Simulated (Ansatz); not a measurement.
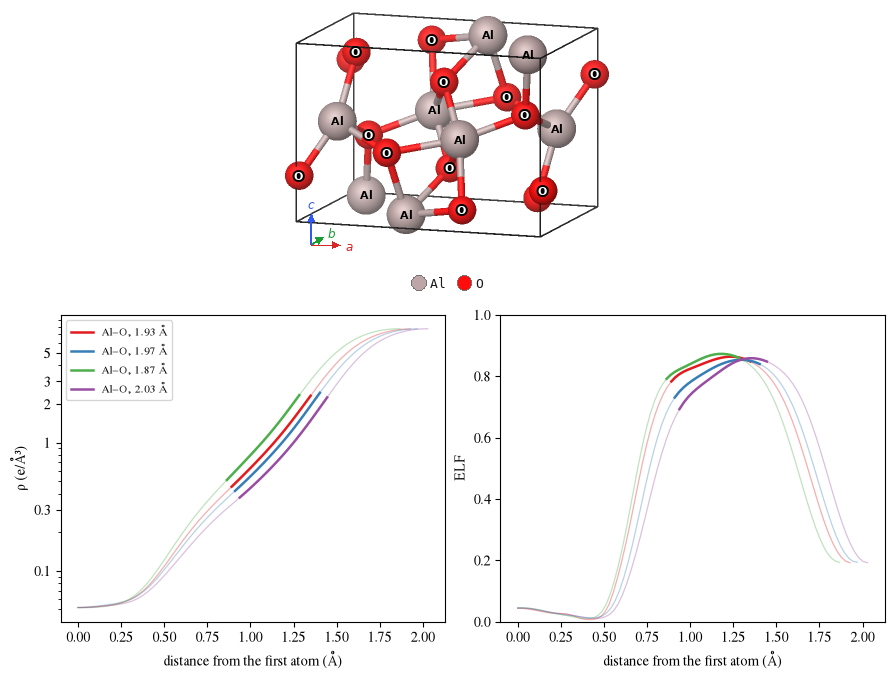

Al2O3. Valence charge density (pseudo) and ELF along straight lines between neighbouring atoms. Thin, pale parts lie inside the atomic spheres. The structure is drawn too.

Space group Pbcn; a structure from a database of computed crystals, not necessarily the ambient phase.

Method: Ansatz, DFT PBE, scalar-relativistic, plane waves, PAW.

In a PAW calculation such maps are meaningful between the atoms, not at the nuclei.

```
Al O
1.0
     7.09129    0.00000    0.00000
     0.00000    4.84757    0.00000
     0.00000    0.00000    4.98739
Al O
8 12
Direct
  0.39045 0.25215 0.03055
  0.60955 0.25215 0.46945
  0.10955 0.24785 0.53055
  0.89045 0.24785 0.96945
  0.60955 0.74785 0.96945
  0.39045 0.74785 0.53055
  0.89045 0.75215 0.46945
  0.10955 0.75215 0.03055
  0.65400 0.10697 0.10198
  0.34600 0.10697 0.39802
  0.84600 0.39303 0.60198
  0.15400 0.39303 0.89802
  0.34600 0.89303 0.89802
  0.65400 0.89303 0.60198
  0.15400 0.60697 0.39802
  0.84600 0.60697 0.10198
  0.00000 0.04945 0.25000
  0.50000 0.45055 0.75000
  0.00000 0.95055 0.75000
  0.50000 0.54945 0.25000
```

### Compare the contacts.

Al–O (1.93 Å): ρ is about 0.56 e/Å³ halfway; the ELF peaks at about 0.85 in the valence shell of O, 0.7 Å from its nucleus, and is about 0.80 at the midpoint.
Al–O (1.97 Å): the density is about 0.52 e/Å³ at the midpoint; the ELF peaks at about 0.85 in the valence shell of O, 0.7 Å from its nucleus, and is about 0.75 at the midpoint.
Al–O (1.87 Å): ρ at the midpoint is about 0.64 e/Å³; the ELF peaks at about 0.85 in the valence shell of O, 0.7 Å from its nucleus, and is about 0.80 at the midpoint.
Al–O (2.03 Å): the density is about 0.46 e/Å³ at the midpoint; the ELF peaks at about 0.85 in the valence shell of O, 0.7 Å from its nucleus, and is about 0.75 at the midpoint.
